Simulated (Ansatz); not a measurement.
SbPt: several calculations on one system

## 1. Relaxation

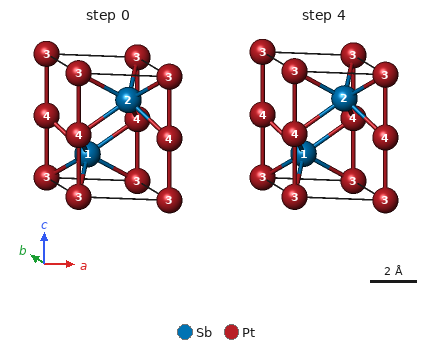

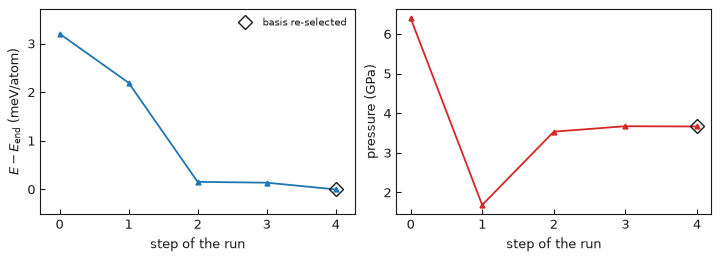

First and last geometry of a relaxation of solid SbPt (set up in P6_3/mmc), with the history of the run. Style: ball-and-stick. Shown: the cell of the calculation, slightly off an axis.

Case: biaxial strain in the a-b plane of -3.0 %; c and atoms relaxed.

Theory: DFT PBEsol, scalar-relativistic, plane waves, PAW in Ansatz 0.2.0.

The input:
```yaml
crystal:
  lattice:
    - [4.0456603634, 0.0, 0.0]
    - [-2.0228301817, 3.5036446498, 0.0]
    - [0.0, 0.0, 5.5669195832]
  atoms:
    - { symbol: Sb, position: [0.3333333333, 0.6666666667, 0.25] }
    - { symbol: Sb, position: [0.6666666667, 0.3333333333, 0.75] }
    - { symbol: Pt, position: [0.0, 0.0, 0.0] }
    - { symbol: Pt, position: [0.0, 0.0, 0.5] }
basis:
  ecutwfc: 420
kpoints:
  mp_grid: { grid: [12, 12, 10] }
hamiltonian:
  xc: pbesol
scf:
  occupations: { method: gaussian, width: 0.1 }
output:
  forces: true
  stress: true
  eigenvalues: true
relax:
  adjacent_minimum: "off"
  f_tol: 0.008
  max_steps: 40
  cell: { stress_tol: 0.015, fix: [a, b, gamma] }
```

Run as
```bash
ansatz run input.yaml --threads 1 --pin off --max-ram 2560MiB --backend cpu --events-out ev --progress --plain --runs-dir out
```

Question: Read the history and describe the run.

Answer: It converged. The energy falls by 3.2 meV per atom in 3 accepted moves (4 points after the start). All forces vanish by symmetry, so only the cell relaxes. Pressure: 6.40 GPa at the start and 3.67 GPa at the end. At 1 point the geometry stayed and the basis and grid were re-selected for the new cell (energy shift of 0.1 meV per atom at most each time). The atoms keep their places relative to the cell (all moves are under 0.005 Å). Cell: a = b unchanged at 4.046 Å, c 5.567 → 5.657 Å (+1.6 %). Volume +1.6 %. Some distances before and after: Pt3–Pt4 2.783 → 2.829 Å, Sb1–Pt3 2.719 → 2.731 Å. The space group stays P6_3/mmc (No. 194). The run took 76 s on 1 thread of Intel(R) Xeon(R) 6975P-C (Granite Rapids), with other jobs on the host, peak memory 0.61 GiB.

## 2. Relaxation

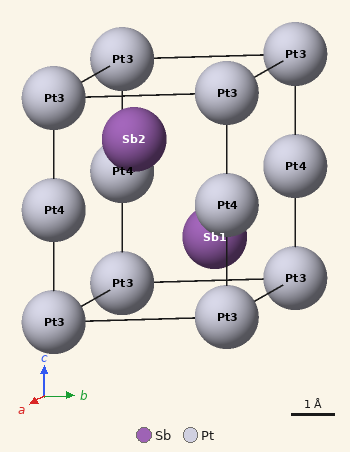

A crystal of SbPt (set up in P6_3/mmc), before the relaxation. The picture is a spheres-only view of the cell of the calculation, seen slightly off an axis.

Level of theory: Ansatz, DFT PBEsol, scalar-relativistic, plane waves, PAW.

The input:
```yaml
crystal:
  lattice:
    - [4.1299978706, 0.0, 0.0]
    - [-2.0649989353, 3.5766830735, 0.0]
    - [0.0, 0.0, 5.472]
  atoms:
    - { symbol: Sb, position: [0.3333333333, 0.6666666667, 0.25] }
    - { symbol: Sb, position: [0.6666666667, 0.3333333333, 0.75] }
    - { symbol: Pt, position: [0.0, 0.0, 0.0] }
    - { symbol: Pt, position: [0.0, 0.0, 0.5] }
basis:
  ecutwfc: 420
kpoints:
  mp_grid: { grid: [12, 12, 8] }
hamiltonian:
  xc: pbesol
scf:
  occupations: { method: gaussian, width: 0.1 }
output:
  forces: true
  stress: true
  eigenvalues: true
relax:
  adjacent_minimum: "off"
  f_tol: 0.005
  max_steps: 80
  cell: { stress_tol: 0.05 }
```

Run as
```bash
ansatz run input.yaml --threads 1 --pin off --max-ram 2560MiB --backend cpu --events-out ev --progress --plain --runs-dir out
```

### Predict the outcome.

Over 2 accepted moves (4 points after the start) the energy falls by 3.7 meV per atom. All forces vanish by symmetry, so only the cell relaxes. The pressure goes from 2.70 to −0.01 GPa. The line search rejected the trial step at point 1 of the run. At 1 point the geometry stayed and the basis and grid were re-selected for the new cell (energy shift of 0.2 meV per atom at most each time). No atom moves by more than 0.005 Å relative to the cell. The volume changes by +1.9 %, with a = b 4.130 → 4.171 Å (+1.0 %), c 5.472 → 5.468 Å (−0.1 %). Among the contacts that change: Sb1–Pt3 2.749 → 2.769 Å. The space group stays P6_3/mmc (No. 194). The run took 70 s on 1 thread of Arm Neoverse V2 (shared host), peak memory 0.51 GiB.

After the run, drawn alike:

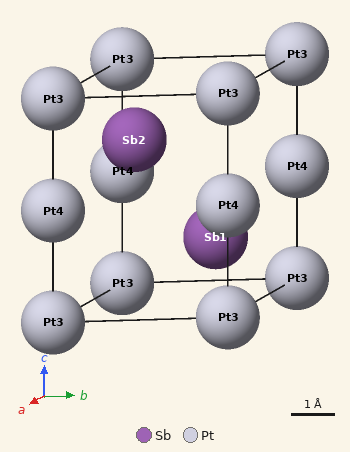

## 3. Series

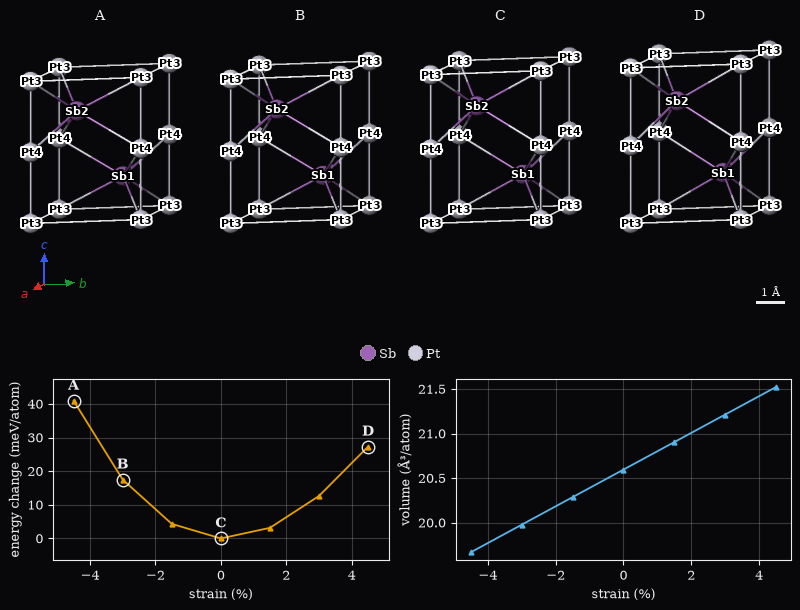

Members of a series of calculations on solid SbPt (set up in P6_3/mmc), marked on the first curve. The picture is a ball-and-stick view of the cell of the calculation, seen slightly off an axis.

Method: Ansatz 0.2.0, DFT PBEsol, scalar-relativistic, plane waves, PAW. Set-up: plane-wave cutoff 420 eV; k-point mesh 12 × 12 × 10; occupations gaussian; smearing width 0.1 eV; no spin polarisation.

### Describe the series.

Strain along c alone, the other axes held, atoms relaxed. A (strain −4.5 %): energy change 40.9 meV/atom, volume 19.67 Å³ per atom. B (strain −3.0 %): energy change 17.5 meV/atom, volume 19.98 Å³ per atom. C (strain 0.0 %): energy change 0.0 meV/atom, volume 20.60 Å³ per atom. D (strain 4.5 %): energy change 27.3 meV/atom, volume 21.52 Å³ per atom. The rest compares A with D. Cell: a = b unchanged at 4.171 Å, c 5.222 → 5.715 Å (+9.4 %). Volume +9.4 %. Near-neighbour distances before and after: Pt–Pt 2.611 → 2.857 Å, Pt–Sb 2.739 → 2.800 Å.
